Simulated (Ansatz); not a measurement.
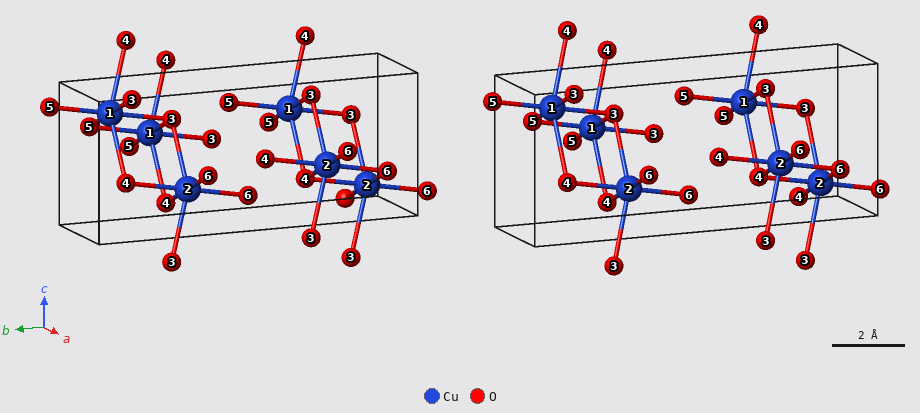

Two geometries of a crystal of CuO2 (set up in Cmcm), drawn at one scale. One is the start of a relaxation, the other its converged end. The picture is a ball-and-stick view of the conventional cell (2 times the calculation's cell), seen from a free direction. Lengths and directions refer to the drawn axes.

Method: Kohn-Sham DFT of a periodic cell, PBEsol, Ansatz PAW (Ansatz). Set-up: plane-wave cutoff 420 eV; k-point mesh 10 × 10 × 6; occupations fermi-dirac; smearing width 0.05 eV; target pressure 0 GPa; no spin polarisation; cell and atoms relaxed; force threshold 0.01 eV/Å; at most 40 steps.

Which geometry has the lower energy?

The left one is the relaxed one. The run lets cell and atoms move. The largest moves relative to the cell, 0.18 Å, are those of O5 and O6. O5 goes along +b. Largest moves by element: O 0.18 Å, Cu 0.08 Å. The drawn cell changes as follows: a 2.825 → 2.826 Å (0.0 %), b 10.421 → 9.685 Å (−7.1 %), c 4.343 → 4.079 Å (−6.1 %); the volume changes by −12.7 %. Near-neighbour distances that change, for instance: Cu1–O4 2.219 → 2.096 Å, Cu1–O5 1.858 → 1.871 Å. Among the angles between lasting bonds that change: O4–Cu1–O4 156.3° → 153.2°, Cu2–O3–Cu2 156.3° → 153.2°. The space group stays Cmcm (No. 63). The energy falls by 27.2 meV per atom in 12 accepted moves (15 points after the start). Largest force component: 0.52 eV/Å at the start, 0.0035 eV/Å at the end. The pressure goes from −8.72 to 0.00 GPa. The SCF was repeated 3 times at an unchanged geometry on a basis and grid sized afresh for the cell, which shifted the energy by 3.7 meV per atom at most.
